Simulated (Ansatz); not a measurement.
# Calculations on C

Part 1: Vibrations

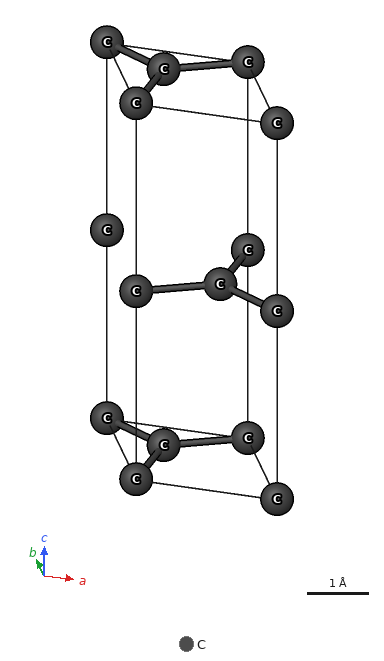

Lattice vibrations of a crystal of C at 1.02 times its rest volume, space group P6₃/mmc (No. 194), at the zone centre. Style: ball-and-stick. Shown: the cell of the calculation, from a free direction.

The calculation used DFT PBE+D3(BJ), scalar-relativistic, plane waves, PAW (Ansatz). (plane-wave cutoff 420 eV; k-point mesh 18 × 18 × 6; occupations fermi dirac; smearing width 0.15 eV; no spin polarisation)

The frequencies depend somewhat on the k-mesh and the smearing.

Which optical modes does it have, at what frequencies, and is it stable there?

Answer. The calculation's cell holds 4 atoms, so there are 9 optical modes, in 6 levels. The optical modes span 2E₂g + 2B₁g + A₂u + E₁u. No level is unstable.

```tsv
level	symmetry	frequency (cm⁻¹)	activity
1	E₂g	35	Raman-active
2	B₁g	106	silent
3	B₁g	867	silent
4	A₂u	871	infrared-active
5	E₂g	1555	Raman-active
6	E₁u	1559	infrared-active
```

The crystal is a metal, so free carriers screen the infrared response.

The modes drawn as arrows (one member of each degenerate set):

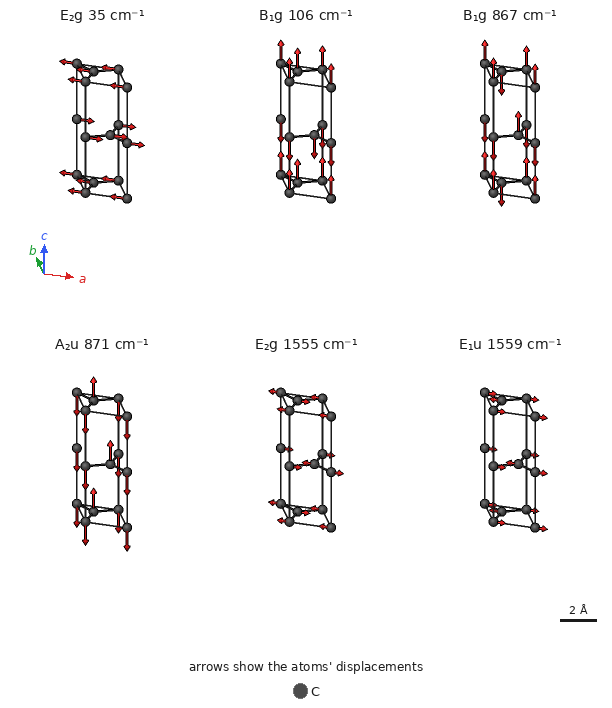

Part 2: One mode

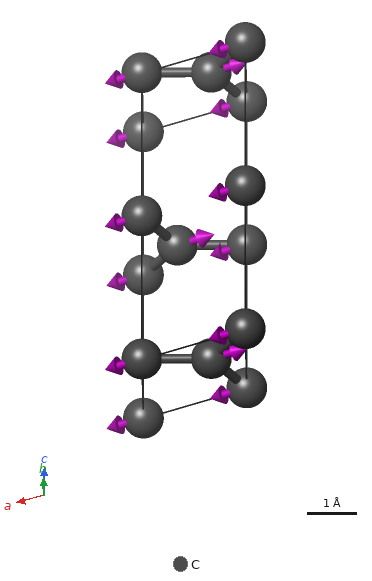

One vibrational mode of solid C at the zone centre. The purple arrows are the displacements of the atoms (eigenvector over the root of the mass), of arbitrary overall length and sign. The picture is a ball-and-stick view of the cell of the calculation, seen from a free direction.

All numbers below come from DFT PBE+D3(BJ), scalar-relativistic, plane waves, PAW in Ansatz. Settings: plane-wave cutoff 420 eV; k-point mesh 18 × 18 × 6; occupations fermi dirac; smearing width 0.15 eV; no spin polarisation.

The frequencies depend somewhat on the k-mesh and the smearing.

**Give the symmetry, activity and frequency of this mode.**

This is the E₁u mode (doubly degenerate; one member of the set is drawn) at 1563 cm⁻¹, the highest optical level, infrared-active by symmetry. The C (2b) sublattice moves against the C (2d) sublattice, along a; it stretches the shortest C–C bonds (1.42 Å). The crystal is a metal, so free carriers screen the infrared response.

Part 3: Softest mode

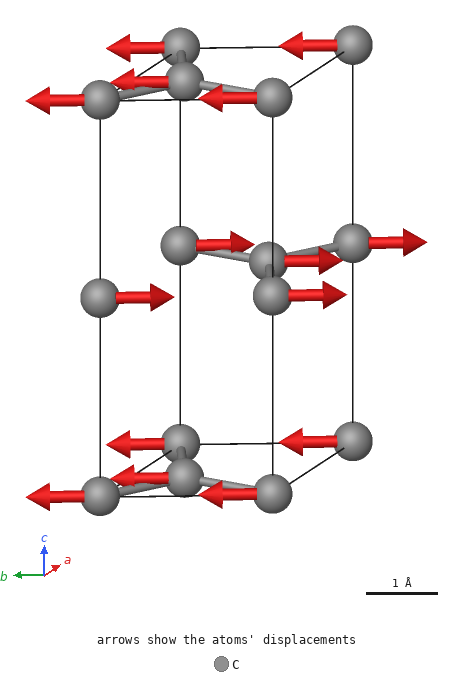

The lowest optical mode of solid C relaxed at 8 GPa, space group P6₃/mmc (No. 194), at the zone centre. Displacements are drawn as red arrows; their common scale and sign are arbitrary. Style: ball-and-stick. Shown: the cell of the calculation, from a free direction.

Computed with DFT PBE+D3(BJ), scalar-relativistic, plane waves, PAW in Ansatz. Set-up: plane-wave cutoff 420 eV; k-point mesh 18 × 18 × 8; occupations fermi dirac; smearing width 0.15 eV; target pressure 8 GPa; no spin polarisation.

The frequencies depend somewhat on the k-mesh and the smearing.

Q: Is this crystal at a minimum with respect to the drawn distortion?

A: Yes: this softest mode has a real frequency, and so have all others here. That speaks for this wave vector alone: the rest of the zone wasn't checked in this run. This is the E₂g mode (doubly degenerate; one member of the set is drawn) at 8.6 meV, the lowest optical level, Raman-active by symmetry. All motion is along b; whole layers move rigidly against one another.

Part 4: Softest mode

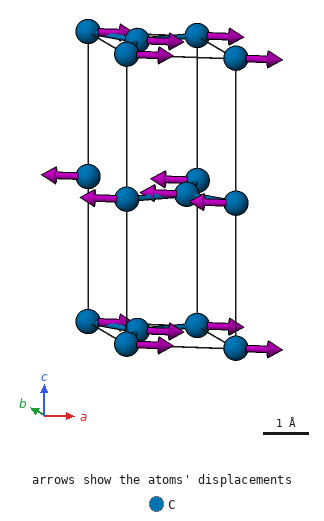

The lowest optical mode of solid C at 0.98 times its rest volume, space group P6₃/mmc (No. 194), at the zone centre. The purple arrows give the relative displacements of the atoms. Style: ball-and-stick. Shown: the cell of the calculation, slightly off an axis.

Level of theory: Ansatz 0.2.0, DFT PBE+D3(BJ), scalar-relativistic, plane waves, PAW. (plane-wave cutoff 420 eV; k-point mesh 18 × 18 × 6; occupations fermi dirac; smearing width 0.15 eV; no spin polarisation)

The frequencies depend somewhat on the k-mesh and the smearing.

**Is the structure stable against all modes at this point?**

Yes: this softest mode has a real frequency, and so have all others here. That speaks for this wave vector alone: the rest of the zone wasn't checked in this run. This is the E₂g mode (doubly degenerate; one member of the set is drawn) at 43 cm⁻¹, the lowest optical level, Raman-active by symmetry. All motion is along a; whole layers move rigidly against one another.
